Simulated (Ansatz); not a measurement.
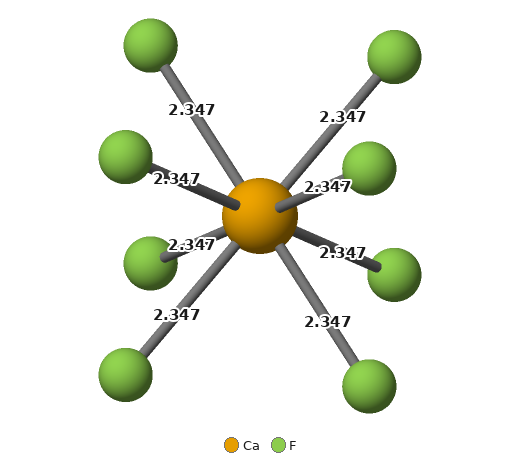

The surroundings of site Ca1 (at 0.000, 0.000, 0.000) in CaF₂ (Fm-3m, No. 225), with bond lengths in Å.

Source of the atomic positions: coordinates from a relaxation with Ansatz 0.2.0, DFT, PBEsol, plane waves, PAW.

```xyz
12
Lattice="5.4208 0.0000 0.0000 0.0000 5.4208 0.0000 0.0000 0.0000 5.4208" Properties=species:S:1:pos:R:3 pbc="T T T"
Ca    0.0000    0.0000    0.0000
F     1.3552    4.0656    4.0656
F     1.3552    1.3552    4.0656
Ca    0.0000    2.7104    2.7104
F     1.3552    1.3552    1.3552
F     1.3552    4.0656    1.3552
Ca    2.7104    0.0000    2.7104
F     4.0656    4.0656    1.3552
F     4.0656    1.3552    1.3552
Ca    2.7104    2.7104    0.0000
F     4.0656    1.3552    4.0656
F     4.0656    4.0656    4.0656
```

Bond valence s = exp((R0 − d)/b), R0 fitted to published crystal structures with b = 0.37 Å; R0 in Å: Ca2+–F 1.845.

Q: Calculate the bond-valence sum of Ca1 from the bonds drawn.

A: 8 × 0.257 = 2.06 v.u., against a formal valence of 2: a close match.

Q: And over the whole structure?

A:
```json
{"site": "Ca1", "x, y, z": "0.000, 0.000, 0.000", "formal valence": "+2", "bond-valence sum": "2.08", "difference": "0.08"}
{"site": "F1", "x, y, z": "0.250, 0.750, 0.750", "formal valence": "−1", "bond-valence sum": "1.04", "difference": "0.04"}
```

These sums include all anions within 5 Å. The global instability index (root mean square of the differences over all atoms) is 0.05 v.u.: little strain.
